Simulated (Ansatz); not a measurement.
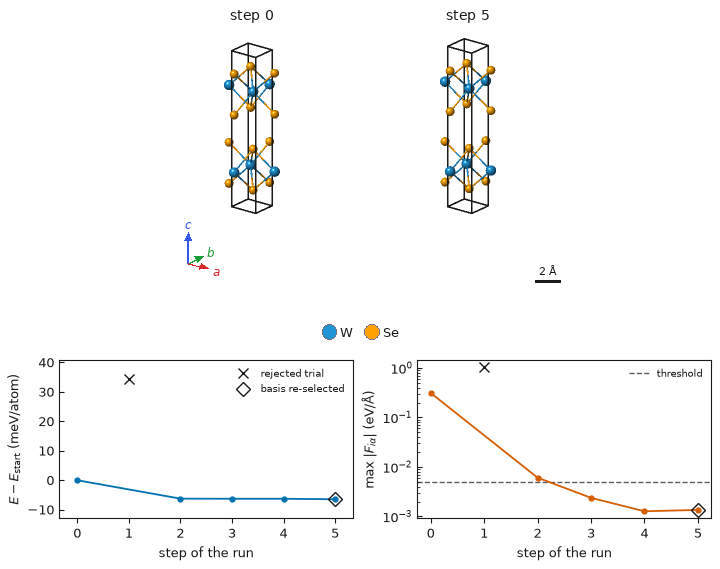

First and last geometry of a relaxation of crystalline WSe₂ (built on the 2H (MoS2) bulk type), with the history of the run. Style: ball-and-stick. Shown: the cell of the calculation, slightly off an axis.

Method: DFT, r2SCAN+rVV10, plane waves, PAW (Ansatz 0.2.0). Settings: plane-wave cutoff 500 eV; k-point mesh 12 × 12 × 2; occupations fermi dirac; smearing width 0.02 eV; no spin polarisation; cell and atoms relaxed; force threshold 0.005 eV/Å.

**What do the curves and the structures tell?**

It converged. Over 3 accepted moves (5 points after the start) the energy falls by 6.5 meV per atom. The largest force component goes from 0.31 to 0.0014 eV/Å. The pressure goes from 0.61 to 0.02 GPa. The line search rejected the trial step at point 1 of the run. The SCF was repeated once at an unchanged geometry on a basis and grid sized afresh for the cell, which shifted the energy by 0.2 meV per atom at most. The largest moves relative to the cell, 0.066 Å, are those of Se atoms. W stays in place. The drawn cell changes as follows: a = b 3.279 → 3.300 Å (+0.6 %), c 12.791 → 13.149 Å (+2.8 %); the volume changes by +4.1 %. The space group stays P6_3/mmc (No. 194). Cost: 81 s on 2 threads of AMD EPYC 7R13 Processor (Zen 3) (shared host), peak memory 1.1 GiB.
